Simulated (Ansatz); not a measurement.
# Run report: FePt, single-point calculation

System: FePt (2 atoms in the cell).
Method: DFT PBE, scalar-relativistic, plane waves, PAW, spin-polarised (Ansatz 0.2.0).

The structure derives from an entry of the Crystallography Open Database. It belongs to a series of runs on one base structure; here: strain -0.040 along x and y, -0.080 along z, atoms carried along. Figures and captions count atoms from 1; the log counts them from 0 in places.

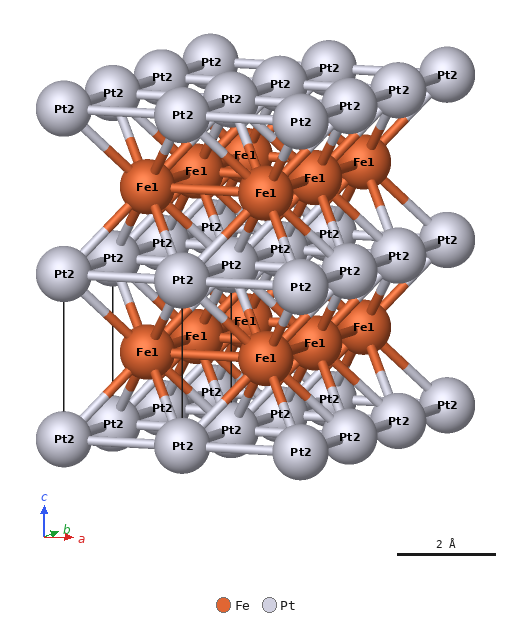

Fig. 1: The input geometry (ball-and-stick view of the cell of the calculation, repeated 2 × 3 × 2, seen slightly off an axis; atoms are numbered from 1 in the order of the input). Near neighbours in the crystal (not all of them lie inside the picture): Fe has 4 Fe at 2.61 Å and 8 Pt at 2.51 Å; Pt has 8 Fe at 2.51 Å and 4 Pt at 2.61 Å.

**Key numbers**

| quantity | value |
| --- | --- |
| outcome | converged |
| space group (tolerance 0.01 Å) | P4/mmm (123) |
| electrons treated | 34 |
| free energy | −17003.1827 eV |
| Fermi energy | 25.416 eV |
| gap on the k-point mesh | none (metallic) |
| net moment of the cell | 2.94 μB |
| integrated absolute moment | 3.05 μB |
| pressure | 59.58 GPa |
| largest force (length of the vector) | under 0.001 eV/Å |
| hardware | 1 thread of Oxide Virtual Turin-like (Zen 5), 32 GiB of memory available, shared host |
| wall time | 48 s |
| peak memory | 0.67 GiB |

**Notes**

Spin–orbit coupling is left out, which matters for Pt. The cell is under a pressure of 60 GPa at this level, so it is not at its equilibrium volume.

**Input file**
```yaml
crystal:
  lattice:
    - [2.6127878408, 0.0, 0.0]
    - [0.0, 2.6127878408, 0.0]
    - [0.0, 0.0, 3.404]
  atoms:
    - { symbol: Fe, position: [0.5, 0.5, 0.5], spin: 3.27 }
    - { symbol: Pt, position: [0.0, 0.0, 0.0], spin: 0.45 }
basis:
  ecutwfc: 420
kpoints:
  mp_grid: { grid: [18, 18, 14] }
hamiltonian:
  xc: pbe
scf:
  occupations: { method: gaussian, width: 0.15 }
output:
  forces: true
  stress: true
  eigenvalues: true
  populations: true
  write_density: true
  write_potential: true
  elf: true
  volumetric_format: npy
magnetization:
  spin_polarized: true
```

Run as:
```bash
ansatz run input.yaml --threads 1 --pin off --max-ram 2560MiB --backend cpu --events-out ev --progress --plain --runs-dir out
```

**What the program printed**
```
Engine: ansatz 0.2.0, x86_64-unknown-linux-gnu
Pseudopotentials: kind: paw
Pseudopotential: Fe, paw, valence charge 16, recommended cutoff 420 eV (normal), Fe.paw.azcp
Pseudopotential: Pt, paw, valence charge 18, recommended cutoff 420 eV (normal), Pt.paw.azcp
Functional definition: PBE
  parameter kappa = 0.804
  parameter beta = 0.06672455060314922
  exchange = pbe_x(kappa = kappa, mu = beta*pi^2/3)
  correlation = pbe_c(beta = beta)
Crystal: 2 atoms, lattice volume = 23.238 Å³
Basis set: ecut = 420 eV, 455 PW (Γ), exchange–correlation on 36×36×48 points (8 copies of the dense FFT grid, shifted against one another)
Bands: 23, of which v1, the nominal top of the filled ones, is band 17 counted from 1 (16 counted from 0)
Symmetry: 16 space group operations
Space group: P4/mmm (ITA 123), of the structure as read, at distance tolerance 2.9e-5 Å
Magnetic group: BNS 123.339 (UNI 999), of the structure as read, at distance tolerance 2.9e-5 Å
k-points: 440 of 4536
Non-local potential: Fe, projectors of the file, l = 0: 3, l = 1: 2, l = 2: 3, l = 3: 1
Non-local potential: Pt, projectors of the file, l = 0: 3, l = 1: 2, l = 2: 2, l = 3: 1
PAW form: soft (Blöchl's): semilocal exchange-correlation on the pseudo side does not see the compensation charge
PAW one-centre angular grid: Fe, 590 points (default); XC on 64 Gauss nodes
PAW one-centre angular grid: Pt, 590 points (default); XC on 64 Gauss nodes
Initial density: superposition of atomic densities (chi_scale 0.1, normalization cell)
Starting moments: Σ|m| = 3.72 μB on 2 of 2 sites
Initial wavefunctions: pseudopotential atomic-orbital guess
Functional: x = pbe(κ = 0.804, μ = 0.2195149727645171), c = pbe(β = 0.06672455060314922)
SCF iter   1: F=—  HF=-17002.953795 eV  |F-HF|=—  |Δ(HF+E_count)|=         —  Δρ=6.61e-2 (↑6.61e-2 ↓5.86e-2)  dr2=2.61e0  dr2_m=2.57e-1  M=2.846 μB ∫|m|=2.884 μB  β_m=0.30  ethr=3.10e-3  ⟨swp⟩=4.7  Hψ=75156  notcnv=0
Mixer restart at iter 1: flushing history
preconditioner: auto → none  [metal: Δε(μ)=0.004 eV  Ē_g=11.079 eV  σ=0.150 eV  W_gap=0.01  n_scr=6 (ndim 8)  ℏωp=32.7 eV  f_vac=0.000  D(μ)=1.82/eV (n_scr^D=20)  sad-step TF]
SCF iter   2: F=—  HF=-17002.794267 eV  |F-HF|=—  |Δ(HF+E_count)|=   1.60e-1  Δρ=4.60e-2 (↑3.79e-2 ↓4.60e-2)  dr2=1.53e0  dr2_m=1.03e-1  M=2.875 μB ∫|m|=2.927 μB  β_m=0.59  ethr=3.10e-3  ⟨swp⟩=2.0  Hψ=31343  notcnv=0  defer=857
SCF iter   3: F=—  HF=-17003.602762 eV  |F-HF|=—  |Δ(HF+E_count)|=   8.08e-1  Δρ=5.96e-2 (↑5.96e-2 ↓4.78e-2)  dr2=2.51e0  dr2_m=1.15e-2  M=2.981 μB ∫|m|=3.060 μB  β_m=0.42  ethr=3.10e-3  ⟨swp⟩=3.3  Hψ=42720  notcnv=0  defer=868
SCF iter   4: F=—  HF=-17003.147379 eV  |F-HF|=—  |Δ(HF+E_count)|=   4.55e-1  Δρ=6.49e-3 (↑6.44e-3 ↓6.49e-3)  dr2=1.37e-2  dr2_m=3.08e-3  M=2.943 μB ∫|m|=3.033 μB  β_m=0.63  ethr=3.10e-3  ⟨swp⟩=2.8  Hψ=38658  notcnv=0  defer=932
SCF iter   5: F=—  HF=-17003.179577 eV  |F-HF|=—  |Δ(HF+E_count)|=   3.22e-2  Δρ=2.22e-3 (↑2.22e-3 ↓2.11e-3)  dr2=2.94e-3  dr2_m=2.33e-4  M=2.945 μB ∫|m|=3.046 μB  β_m=0.73  ethr=4.03e-5  ⟨swp⟩=2.2  Hψ=42052  notcnv=0  defer=886
SCF iter   6: F=—  HF=-17003.182388 eV  |F-HF|=—  |Δ(HF+E_count)|=   2.81e-3  Δρ=9.44e-4 (↑7.90e-4 ↓9.44e-4)  dr2=4.79e-4  dr2_m=3.32e-5  M=2.944 μB ∫|m|=3.049 μB  β_m=0.86  ethr=8.63e-6  ⟨swp⟩=2.0  Hψ=23308  notcnv=0  defer=886
SCF iter   7: F=—  HF=-17003.182753 eV  |F-HF|=—  |Δ(HF+E_count)|=   3.65e-4  Δρ=4.52e-4 (↑4.52e-4 ↓3.20e-4)  dr2=5.32e-5  dr2_m=2.12e-5  M=2.940 μB ∫|m|=3.047 μB  β_m=0.93  ethr=1.41e-6  ⟨swp⟩=2.2  Hψ=29805  notcnv=0  defer=886
SCF iter   8: F=—  HF=-17003.182718 eV  |F-HF|=—  |Δ(HF+E_count)|=   3.59e-5  Δρ=2.31e-4 (↑1.15e-4 ↓2.31e-4)  dr2=3.31e-5  dr2_m=1.85e-6  M=2.940 μB ∫|m|=3.047 μB  β_m=0.81  ethr=1.57e-7  ⟨swp⟩=2.0  Hψ=31982  notcnv=0  defer=886
SCF iter   9: F=—  HF=-17003.182720 eV  |F-HF|=—  |Δ(HF+E_count)|=   2.27e-6  Δρ=7.48e-5 (↑3.98e-5 ↓7.48e-5)  dr2=3.72e-6  dr2_m=1.30e-7  M=2.940 μB ∫|m|=3.047 μB  β_m=0.88  ethr=9.75e-8  ⟨swp⟩=1.7  Hψ=23304  notcnv=0  defer=886
SCF iter  10: F=—  HF=-17003.182720 eV  |F-HF|=—  |Δ(HF+E_count)|=   1.03e-7  Δρ=1.15e-5 (↑7.44e-6 ↓1.15e-5)  dr2=9.60e-8  dr2_m=2.75e-9  M=2.940 μB ∫|m|=3.047 μB  β_m=0.82  ethr=1.09e-8  ⟨swp⟩=2.1  Hψ=25713  notcnv=0  defer=886
SCF iter  11: F=-17003.182720 eV  HF=-17003.182720 eV  |F-HF|=3.75e-8  |Δ(HF+E_count)|=   1.39e-8  Δρ=8.77e-6 (↑3.57e-6 ↓8.77e-6)  dr2=4.05e-8  dr2_m=2.51e-9  M=2.940 μB ∫|m|=3.047 μB  ethr=2.82e-10  ⟨swp⟩=8.4  Hψ=116833  notcnv=0
SCF 1 converged in 11 iterations: F = -17003.182720 eV  dr2 = 4.05e-8
  greatest PAW one-centre occupation: 1.003 electrons in one spin orbital (limit 2), on the Fe atom at site 0 (counted from 0), in its partial waves of l = 1
```

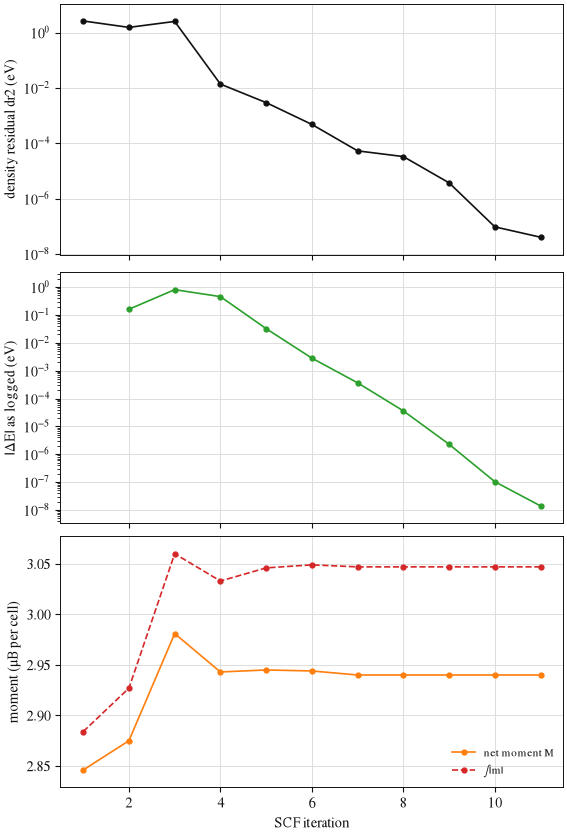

Fig. 2: Convergence of the self-consistent field: density residual dr2, size of the energy change and magnetic moment against the SCF iteration. The residual falls almost steadily, with no more than small rises. The net moment goes from 2.8 to 2.9 μB per cell.

```
SCF converged after 11 iterations
Magnetization: 2.9402 μB (18.4701 up, 15.5299 down)
Absolute magnetization: 3.0477 μB (∫|ρ↑−ρ↓|, with the PAW one-centre terms)
Spin contamination: 0.0545 ħ² per cell (⟨S²⟩ above its minimum at these occupations)
Per-site moments (μB) at R_I (Å): [(2.558702308564333, 1.0361991912990312), (0.40379656844013145, 1.0361991912990312)]
Free energy (F): -17003.182720 eV
Harris-Foulkes:  -17003.182720 eV  (|F-HF|=3.75e-8)
Internal energy: -17003.165465 eV  (E = F + TS)
E sigma→0 (E₀):  -17003.174093 eV
Entropy (-TS):   -0.017255 eV (-8.627 meV/atom)
Fermi energy:    25.416265 eV
--- Per-component energies (eV) ---
  E_band       = -220.001238
  E_kinetic    = 998.602133
  E_local      = -3211.405772  (includes V_loc(G=0)·N_el)
  E_nonlocal   = 420.127677
  E_hartree    = 1311.738870
  E_xc         = -383.953673
  E_vxc        = -460.461012  (∫ρ·V_xc dr)
  E_paw        = -10822.210334  (= ΣΔE_a)
  E_vpaw       = -590.346967  (= ΣTr[D̂ρ^β])
  E_aug_tail   = 0.001090  (compensation charges beyond the density's cutoff)
  E_ewald      = -5316.065456
  E_smearing   = -0.017255  (= −TS)
  E_closure    = 0.000000  (closes the sum)
  Σ components = -17003.182720   (vs F -17003.182720, Δ=0.00e0)
--- Forces (eV/Å), atoms counted from 1 ---
  atom   1  Fe     0.00000000    -0.00000000    -0.00000000
  atom   2  Pt    -0.00000000     0.00000000     0.00000000
  max |Σ_I F_I| component: 8.05e-29 eV/Å
--- Stress (GPa, compression-positive) ---
       55.541229      -0.000000       0.000000
       -0.000000      55.541229      -0.000000
        0.000000      -0.000000      67.666586
  P = ⅓ Tr σ = 59.5830 GPa (595.830 kbar)
--- Band table (eV; the first three rows and the last of 880) ---
  k-point 0 ↑: bands = ["-73.9196", "-63.2115", "-29.5009", "-29.1492", "-29.1492", "-28.0856", "-27.9937", "-27.9937", "14.2605", "17.5239", "17.6259", "21.2678", "21.2678", "22.4875", "23.0346", "23.8071", "25.0461", "25.4820", "25.4820", "28.6020", "37.4725", "37.4725", "38.3654"]
  k-point 1 ↑: bands = ["-73.9195", "-63.2115", "-29.4979", "-29.1482", "-29.1482", "-28.0906", "-27.9948", "-27.9948", "14.3387", "17.5719", "17.6517", "21.2988", "21.2988", "22.4409", "23.0565", "23.7688", "25.0191", "25.3873", "25.3873", "28.2476", "37.6549", "37.6549", "38.7596"]
  k-point 2 ↑: bands = ["-73.9194", "-63.2116", "-29.4893", "-29.1454", "-29.1454", "-28.1049", "-27.9978", "-27.9978", "14.5669", "17.7126", "17.7264", "21.3920", "21.3920", "22.3083", "23.1210", "23.6572", "24.9402", "25.1226", "25.1226", "27.3422", "38.1786", "38.1786", "39.7496"]
  k-point 439 ↓: bands = ["-73.6056", "-60.2109", "-28.1298", "-28.1298", "-27.7785", "-26.4435", "-26.4165", "-26.4165", "18.0112", "19.4807", "19.4807", "22.6634", "23.3241", "23.3241", "23.7190", "26.0859", "26.3883", "27.2473", "34.0439", "34.0439", "35.1958", "35.4105", "35.8399"]
--- Löwdin populations: 2 sites ---
  site symbol       q [e]    m [muB]
     0     Fe     15.7137     2.5588
     1     Pt     17.9059     0.4466
  spilling = 0.011190 (of n_electrons = 34.000000)
```

**File populations.tsv**
```
# site	symbol	l	j	q_up	q_dn
# orbitals = lowdin
# n_electrons = 34.000000
# spilling = 0.011190
0	Fe	0_3S	-	0.992312	0.992997
0	Fe	0_4S	-	0.421859	0.439469
0	Fe	1_3P	-	2.999028	2.998669
0	Fe	2_3D	-	4.723035	2.146282
1	Pt	0_5S	-	0.986410	0.986054
1	Pt	0_6S	-	0.502777	0.526663
1	Pt	1_5P	-	2.997338	2.996638
1	Pt	2_5D	-	4.689735	4.220286
```

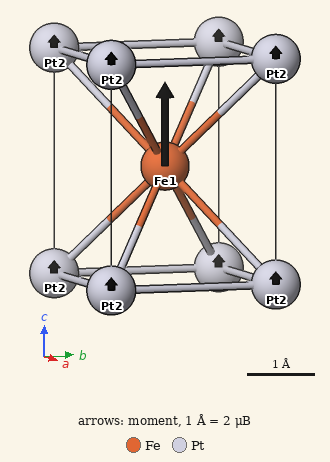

Fig. 3: Magnetic moments of the sites as black arrows (ball-and-stick view of the cell of the calculation, seen slightly off an axis; atoms are numbered from 1 in the order of the input); small moments hardly show. The run is collinear, so the axis drawn is arbitrary. Site moments: Fe1 (2.56 μB); Pt2 (0.40 μB). They are counted near the atoms and needn't add up to the moment of the cell.

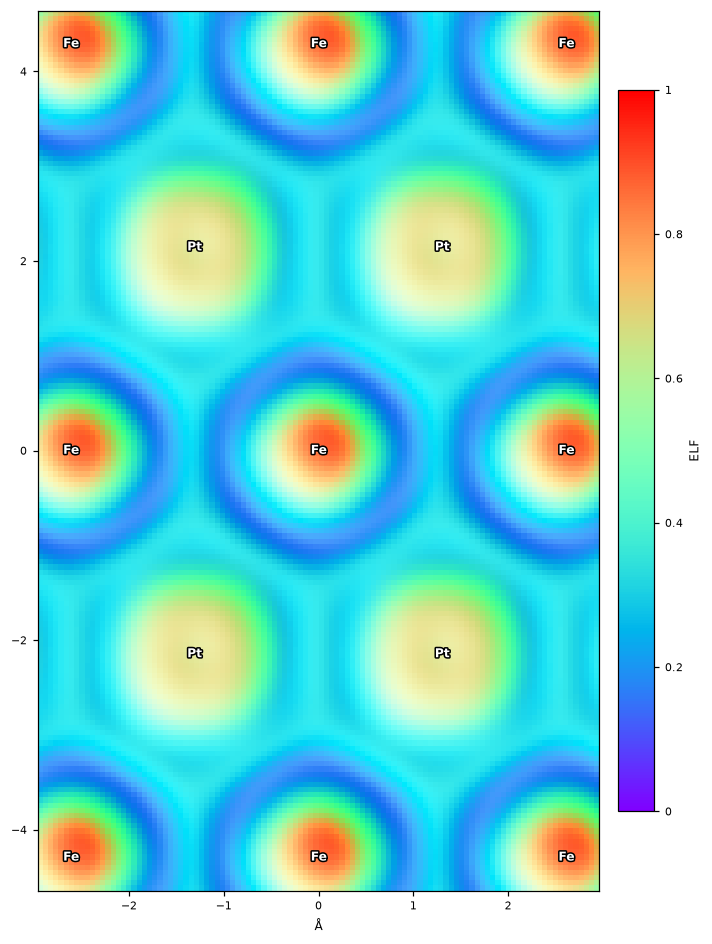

Fig. 4: Electron localisation function on the (101) plane of the conventional cell. The section cuts through Fe and Pt sites. Fe–Pt (2.51 Å): the ELF is about 0.30 at the midpoint (no shared electron pair). Fe–Fe (2.61 Å): the ELF is about 0.25 at the midpoint (no localised pair between them). Pt–Pt (2.61 Å): the ELF is about 0.30 at the midpoint (no localised pair between them). The strong features right at Fe and Pt lie inside the PAW spheres (semicore, d or f shells) and say nothing about bonding. The fields are those of the smooth PAW valence density.

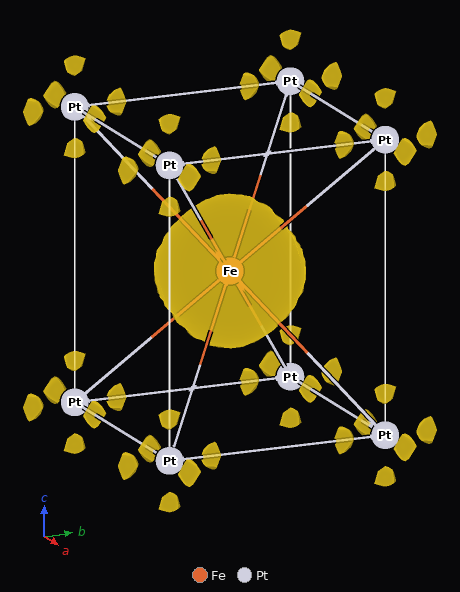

Fig. 5: Isosurfaces of the spin density at +0.2 (yellow) and −0.2 e/Å³ (cyan), seen slightly off an axis. Sticks mark near contacts. The outline is the cell set on symmetry axes. The cell of the calculation (2 atoms) carries 2.9 μB net. Only one sign reaches the isovalue.
